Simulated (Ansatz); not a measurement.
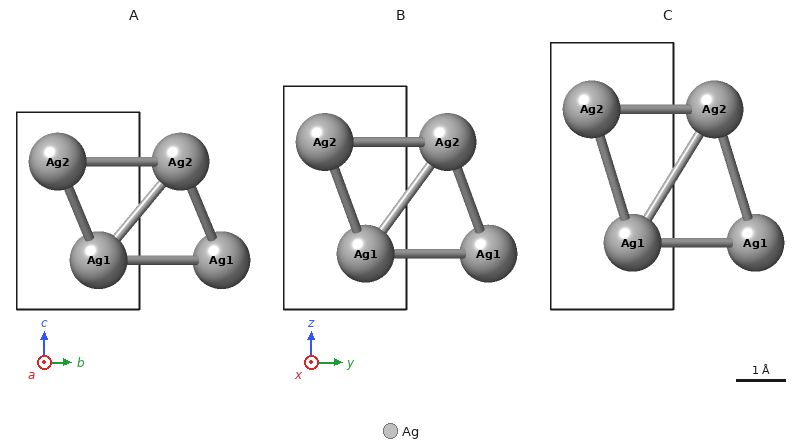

Frames of a one-coordinate scan of a crystal of Ag (P6_3/mmc). x, y and z are the Cartesian axes of the input. Style: ball-and-stick. Shown: the cell of the calculation, repeated 2 × 2 × 1 with one cell outlined, along the a axis.

The calculation used DFT PBEsol, scalar-relativistic, plane waves, PAW in Ansatz 0.2.0. Set-up: plane-wave cutoff 420 eV; k-point mesh 18 × 18 × 10; occupations gaussian; smearing width 0.15 eV; no spin polarisation. Energies (free energies at the smearing named) are counted from the cell as listed in its source, which wasn't relaxed.

What is being scanned?

The cell is strained along z alone, with the atoms kept at their fractional coordinates. In the frames the strain is −0.15 (A), −0.0375 (B), 0.15 (C). Their energies are 176.4 meV/atom, −14.2 meV/atom, 203.7 meV/atom.
